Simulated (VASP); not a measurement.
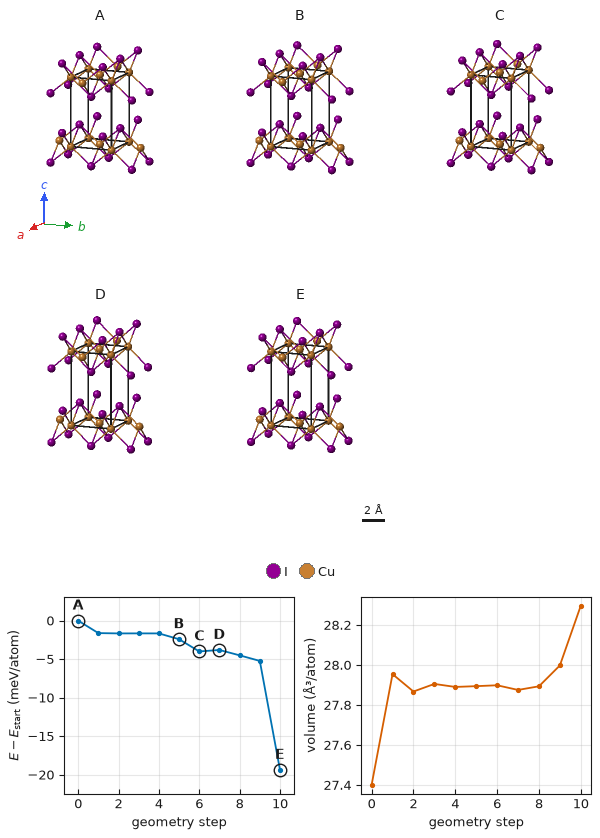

Frames of a relaxation of solid CuI (set up in P4/nmm), marked on the history of the run. Style: ball-and-stick. Shown: the cell of the calculation, slightly off an axis.

The run lets cell and atoms move.

The calculation used VASP, Kohn-Sham DFT of a periodic cell, TPSS, VASP PAW PBE potentials, recommended.

Input file:
```
SYSTEM = CuI
ALGO = Normal
EDIFF = 1E-7
EDIFFG = -0.005
ENCUT = 600
IBRION = 2
ISIF = 3
ISMEAR = 0
LASPH = .TRUE.
LCHARG = .FALSE.
LMIXTAU = .TRUE.
LREAL = .FALSE.
LWAVE = .FALSE.
METAGGA = TPSS
NELM = 60
NSW = 40
PREC = Accurate
SIGMA = 0.05
```

Command:
```bash
cat potpaw_PBE.64/I/POTCAR potpaw_PBE.64/Cu/POTCAR > POTCAR
mpirun -np 1 vasp_std > vasp.out
```

What happens along the run?

Answer. The run was cut off at its time limit before the relaxation converged, so the last structure is only a point on the way. The largest moves relative to the cell, 0.066 Å, are those of I atoms. Cu stays in place. The volume changes by +3.3 %, with a = b 4.090 → 4.031 Å (−1.5 %), c 6.551 → 6.967 Å (+6.3 %). Bond angles that change, for instance: I–Cu–I 101.1° → 98.9°, Cu–I–Cu 101.1° → 98.9°. The space group stays P4/nmm (No. 129). After 10 geometry steps the energy has fallen by 19.4 meV per atom. The largest force component goes from 0.13 to 0.26 eV/Å. Pressure: 0.81 GPa at the start and 45.30 GPa at the end. From step 0 to 5: volume +1.8 %, energy −2.4 meV per atom. From step 5 to 6: energy −1.6 meV per atom. From step 6 to 7: I atoms move most (0.02 Å), energy +0.2 meV per atom. From step 7 to 10: I atoms move most (0.05 Å), volume +1.5 %, energy −15.6 meV per atom.
